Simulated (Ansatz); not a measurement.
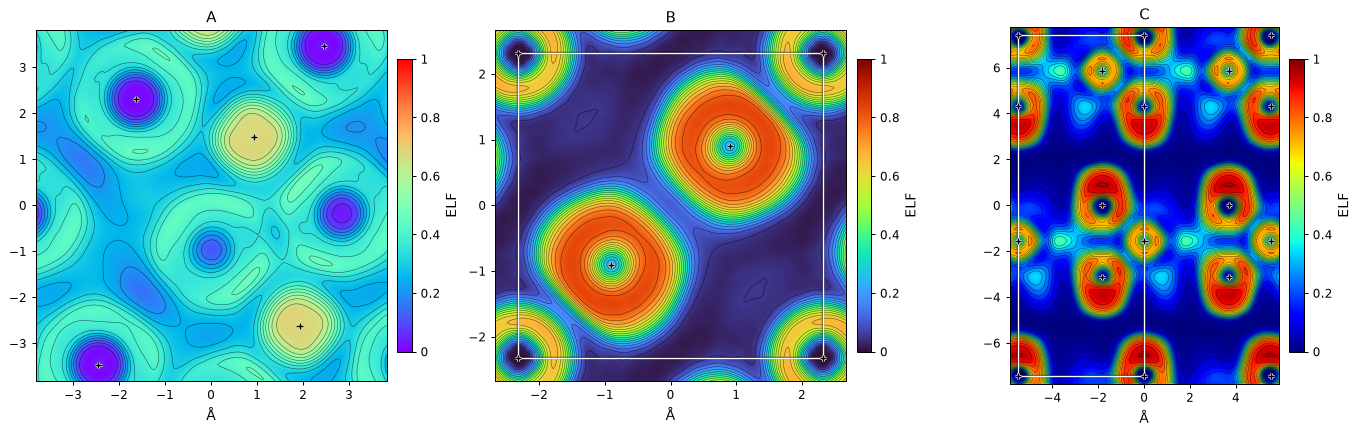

The electron localisation function of 3 systems, each on a plane through atoms (crosses mark nuclei in the plane).

All numbers below come from DFT PBE, scalar-relativistic, plane waves, PAW in Ansatz.

System 1: MoS2, the (100) plane of the conventional cell. Space group C2/c; a structure from a database of computed crystals, not necessarily the ambient phase; computed without spin polarisation.

```yaml
crystal:
  lattice:
    - [-3.18507, 0.00000, 0.00000]
    - [0.00000, -5.51670, 0.00000]
    - [1.18464, 0.00000, 14.80800]
  atoms:
    - { symbol: Mo, position: [0.50000, 0.83241, 0.25000] }
    - { symbol: Mo, position: [0.00000, 0.33241, 0.25000] }
    - { symbol: Mo, position: [0.00000, 0.66759, 0.75000] }
    - { symbol: Mo, position: [0.50000, 0.16759, 0.75000] }
    - { symbol: S, position: [0.46079, 0.83426, 0.64448] }
    - { symbol: S, position: [0.96079, 0.33426, 0.64448] }
    - { symbol: S, position: [0.03921, 0.66574, 0.35552] }
    - { symbol: S, position: [0.53921, 0.16574, 0.35552] }
    - { symbol: S, position: [0.53921, 0.83426, 0.85552] }
    - { symbol: S, position: [0.03921, 0.33426, 0.85552] }
    - { symbol: S, position: [0.96079, 0.66574, 0.14448] }
    - { symbol: S, position: [0.46079, 0.16574, 0.14448] }
```

System 2: GePt, the (100) plane of the calculation cell. Space group Pnma.

```
CELL_PARAMETERS angstrom
-5.82734 3.75235 0.00000
5.82734 3.75235 0.00000
0.00000 -3.75235 -6.17576
ATOMIC_POSITIONS crystal
Ge 0.67418 0.48753 0.41171
Ge 0.17418 0.98753 0.41171
Ge 0.82582 0.01247 0.58829
Ge 0.32582 0.51247 0.58829
Ge 0.73753 0.42418 0.91171
Ge 0.23753 0.92418 0.91171
Ge 0.76247 0.07582 0.08829
Ge 0.26247 0.57582 0.08829
Pt 0.27784 0.27968 0.80752
Pt 0.77784 0.77968 0.80752
Pt 0.22216 0.22032 0.19248
Pt 0.72216 0.72032 0.19248
Pt 0.52968 0.02784 0.30752
Pt 0.02968 0.52784 0.30752
Pt 0.97032 0.47216 0.69248
Pt 0.47032 0.97216 0.69248
```

System 3: TiO2, the (001) plane of the conventional cell. Space group P4₂/mnm; a structure from a database of computed crystals, not necessarily the ambient phase; computed without spin polarisation.

```yaml
crystal:
  lattice:
    - [4.64332, 0.00000, 0.00000]
    - [0.00000, 4.64332, 0.00000]
    - [0.00000, 0.00000, 2.96387]
  atoms:
    - { symbol: Ti, position: [0.50000, 0.50000, 0.00000] }
    - { symbol: Ti, position: [0.00000, 0.00000, 0.50000] }
    - { symbol: O, position: [0.69487, 0.69487, 0.50000] }
    - { symbol: O, position: [0.80513, 0.19487, 0.00000] }
    - { symbol: O, position: [0.19487, 0.80513, 0.00000] }
    - { symbol: O, position: [0.30513, 0.30513, 0.50000] }
```

**Match each panel to its system.**

Panel A is system 2, GePt: the plane holds Ge and Pt. Ge–Pt (2.51 Å): the ELF is about 0.40 at the midpoint. Panel B is system 3, TiO2: the plane holds Ti and O. Ti–O (2.00 Å): the ELF peaks at about 0.85 in the valence shell of O, 0.6 Å from its nucleus, and is about 0.20 at the midpoint; no localised pair shows between them. Panel C is system 1, MoS2: the plane holds Mo and S. Mo–S (2.41 Å): the ELF peaks at about 0.85 in the valence shell of S, 0.8 Å from its nucleus, and is about 0.45 at the midpoint.
